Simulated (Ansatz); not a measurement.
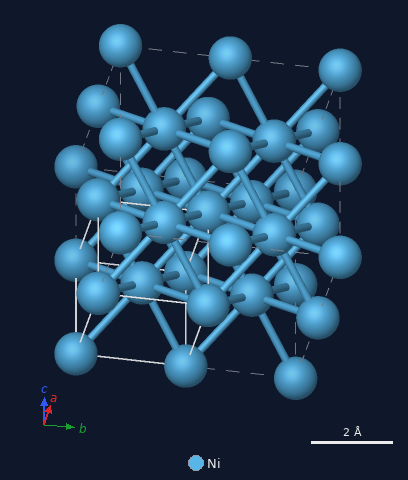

Crystal structure, ball-and-stick style, seen from a general direction. A block of 2×2×2 cells is shown, with one conventional unit cell in solid outline.

Ni, space group Im-3m (No. 229), a = 2.80 Å, b = 2.80 Å, c = 2.80 Å, α = 90.00°, β = 90.00°, γ = 90.00°.

Run with Ansatz 0.2.0, DFT PBE, scalar-relativistic, plane waves, PAW and these settings: a basis cut at 420 eV, k-points about 0.16 Å⁻¹ apart, Gaussian smearing of 0.05 eV, collinear spins.

How large a gap does the method give, if there is one?

Answer. A metal: bands cross the Fermi level.

Would the cell expand or shrink if it could?

Answer. The computed pressure is -2.0 GPa (stretched: it would shrink).

The structure was taken from a structure type filled with this element by a generator (whether the element takes this form wasn't checked). Earlier steps of the study may have refined or changed the cell and positions. It was run through Ansatz as a DFT input.
